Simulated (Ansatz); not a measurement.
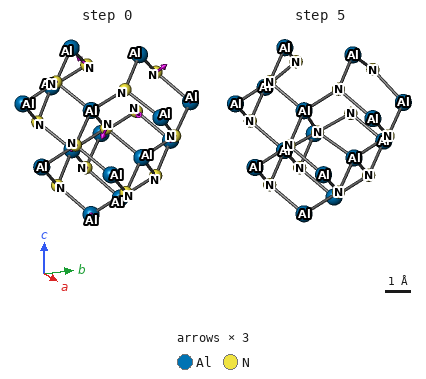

The structure of a defect cell of composition Al$_{31}$N$_{32}$ before (left) and after (right) a relaxation, at one scale. The purple arrows give the displacements, 3 times their true length.

The picture is a ball-and-stick view of the atoms within 4.2 Å of the atom that moves most (axes of the cell of the calculation (origin shifted)), seen slightly off an axis.

Level of theory: DFT, PBEsol, PAW, plane waves in Ansatz 0.2.0. (plane-wave cutoff 420 eV; k-point mesh 1 × 1 × 1; mesh shifted by (0.25, 0.25, 0.25); collinear spin; atoms relaxed in a fixed cell; force threshold 0.03 eV/Å; at most 80 steps)

Summarise the run.

The energy falls by 1.405 eV per cell of the calculation in 5 geometry steps. Largest force component: 1.5 eV/Å at the start, 0.0033 eV/Å at the end. The atom that moves furthest is an N atom (0.22 Å along [1 −1 −1]). By element the largest moves are N 0.22 Å, Al 0.06 Å. The lattice vectors keep their values. Among the contacts that change: Al–N 1.931 → 1.857 Å, Al–N 1.966 → 1.906 Å, Al–N 1.842 → 1.899 Å, Al–N 1.937 → 1.883 Å. Among the angles between lasting bonds that change: N–Al–N 108.0° → 102.8°, Al–N–Al 109.8° → 114.8°, Al–N–Al 110.7° → 115.3°. Cost: 64 s on 7 threads of Arm Neoverse-V2, peak memory 1.7 GiB.
